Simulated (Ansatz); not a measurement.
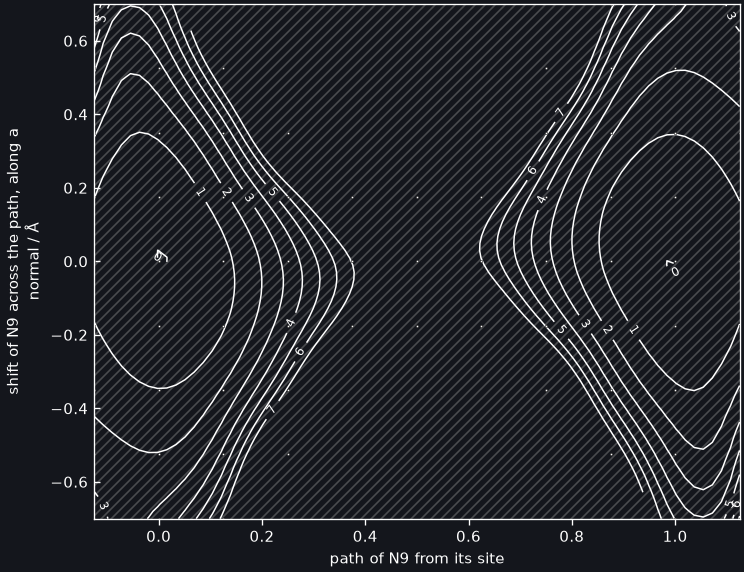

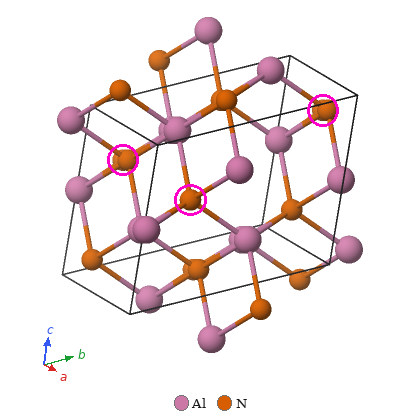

Energy landscape of AlN (P6_3/mmc phase) with one N vacancy (11 atoms in the cell, cell charge +3). 
- An atom moved over a plane that holds its own site and a neighbouring vacancy (x along [1 −1 0], y along [1 1 0], z along [0 0 1] of the conventional cell).
- First axis: path of N9 from its site (0) to the vacancy (1), 2.814 Å. Second axis: shift of N9 across the path, along a normal.
- Nothing is relaxed (all other atoms held at the sites of the perfect crystal).
- The grid has 11 × 9 points; 37 points were computed and 36 follow by symmetry. At 26 points there is no value (left out of the scan, as a rule where atoms come close).
- Points are written as (first, second).
- All energies are given in eV per cell relative to the lowest grid point.
- The cell is charged on a uniform background, without a charge correction.
- All numbers below come from DFT PBEsol, scalar-relativistic, plane waves, PAW in Ansatz 0.2.0. Settings: cutoff 420 eV, k-mesh 6×6×6, gaussian smearing 0.05 eV, no spin polarisation.

In the figure: contour lines labelled in eV (none above 7), dots at the grid points, hatched blanks where no value was computed. Between grid points the surface is interpolated. The second picture is the structure at the lowest point; rings mark the moved atoms.

**Summarise what can be read from the map.**

The lowest grid point is at (0.000, 0.000 Å) [nearest 3 Al at 1.91 Å]; the map holds 2 wells of about this depth. No other kind of well shows on this grid. The highest grid point, (0.250, −0.525 Å) [nearest 1 Al at 1.20 Å], lies 14.0 eV above the lowest. On the interpolated surface the easiest way out of the lowest well to a well of about the same depth near (1.000, 0.000 Å) [nearest 3 Al at 1.91 Å] passes a barrier of about 9 eV.

Each point was launched as `ansatz run input.yaml --threads 4 --pin off --max-ram 8192MiB --backend cpu --events-out ev --progress --plain --runs-dir out`. The whole map (37 points run) took 17 min on 4 threads of Arm Neoverse N1 (shared host).

PAW datasets: the set soft_1.
